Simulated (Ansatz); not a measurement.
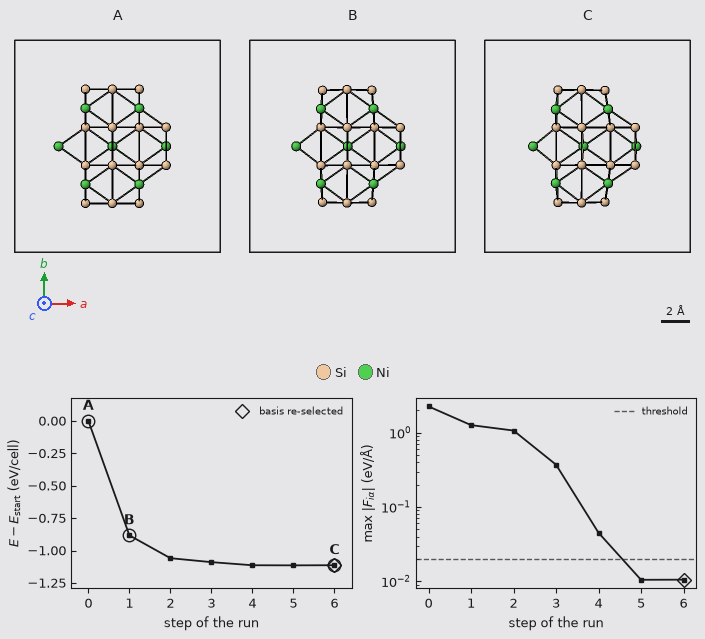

Frames of a relaxation of a wire of composition Si2Ni, marked on the history of the run. A ball-and-stick model of the 2 repeat of the cell, with the vacuum cut short (origin shifted), seen along the c axis.

Case: wire along [1 1 0], 21 atoms a period.

Theory: Ansatz 0.2.0, DFT PBE, scalar-relativistic, plane waves, PAW.

Input
```yaml
crystal:
  lattice:
    - [16.7, 0.0, 0.0]
    - [0.0, 17.5, 0.0]
    - [0.0, 0.0, 3.8515145923]
  atoms:
    - { symbol: Si, position: [0.3846851918, 0.5778123453, 0.0] }
    - { symbol: Si, position: [0.3846851918, 0.2665629641, 0.0] }
    - { symbol: Si, position: [0.7306296163, 0.5778123453, 0.5] }
    - { symbol: Ni, position: [0.2693703837, 0.5, 0.0] }
    - { symbol: Ni, position: [0.7306296163, 0.5, 0.0] }
    - { symbol: Si, position: [0.7306296163, 0.4221876547, 0.5] }
    - { symbol: Si, position: [0.3846851918, 0.7334370359, 0.0] }
    - { symbol: Si, position: [0.3846851918, 0.4221876547, 0.0] }
    - { symbol: Ni, position: [0.6153148082, 0.6556246906, 0.5] }
    - { symbol: Ni, position: [0.6153148082, 0.3443753094, 0.5] }
    - { symbol: Si, position: [0.5, 0.7334370359, 0.5] }
    - { symbol: Si, position: [0.5, 0.4221876547, 0.5] }
    - { symbol: Si, position: [0.6153148082, 0.7334370359, 0.0] }
    - { symbol: Si, position: [0.6153148082, 0.4221876547, 0.0] }
    - { symbol: Ni, position: [0.3846851918, 0.6556246906, 0.5] }
    - { symbol: Ni, position: [0.3846851918, 0.3443753094, 0.5] }
    - { symbol: Si, position: [0.6153148082, 0.5778123453, 0.0] }
    - { symbol: Si, position: [0.6153148082, 0.2665629641, 0.0] }
    - { symbol: Si, position: [0.5, 0.5778123453, 0.5] }
    - { symbol: Si, position: [0.5, 0.2665629641, 0.5] }
    - { symbol: Ni, position: [0.5, 0.5, 0.0] }
basis:
  ecutwfc: 420
kpoints:
  mp_grid: { grid: [1, 1, 14] }
hamiltonian:
  xc: pbe
scf:
  occupations: { method: gaussian, width: 0.05 }
output:
  forces: true
  stress: true
  eigenvalues: true
  populations: true
  write_density: true
  write_potential: true
  elf: true
  volumetric_format: npy
relax:
  adjacent_minimum: "off"
  f_tol: 0.02
  max_steps: 45
  cell: { fix: [a, b, alpha, beta, gamma], stress_tol: 0.03 }
```

Run as
```bash
ansatz run input.yaml --threads 4 --pin off --max-ram 11264MiB --backend cpu --events-out ev --progress --plain --runs-dir out
```

What happens along the run?

Answer. After 5 accepted moves (6 points after the start) the energy has fallen by 1.113 eV per cell of the calculation. The largest force component goes from 2.3 to 0.011 eV/Å. At 1 point the geometry stayed and the basis and grid were re-selected for the new cell (energy shift of 1.1 meV per cell of the calculation at most each time). The largest moves relative to the centre of the atoms, 0.32 Å, are those of Ni4, Si13 and Si18. Largest moves by element: Ni 0.32 Å, Si 0.32 Å. Along the periodic axis the drawn cell goes c 7.703 → 7.581 Å (−1.6 %). Some distances before and after: Ni4–Si8 2.359 → 2.145 Å, Si11–Si13 2.723 → 2.531 Å, Si2–Si20 2.723 → 2.538 Å, Si3–Si17 2.723 → 2.595 Å. Among the angles between lasting bonds that change: Si1–Ni4–Si8 70.5° → 78.7°, Ni9–Si13–Si11 125.3° → 133.4°, Si20–Si2–Si20 90.0° → 96.6°. Cost: 5.4 min on 4 threads of Intel(R) Xeon(R) Processor @ 2.70GHz, with other jobs on the host, peak memory 2.9 GiB. From step 0 to 1: Ni and Si atoms move most (0.19 Å), energy −0.883 eV per cell of the calculation. From step 1 to 6: Ni and Si atoms move most (0.13 Å), energy −0.230 eV per cell of the calculation.

```csv
step,"E − E(0), meV/atom","largest force component, eV/Å",note
0,0.00,2.2564,
1,-42.05,1.2642,
2,-50.44,1.0679,
3,-51.89,0.3711,
4,-53.03,0.0450,
5,-53.07,0.0105,
6,-53.02,0.0105,"same geometry, new basis"
```

Limits of the set-up: an element that often carries a moment was run without spin polarisation.
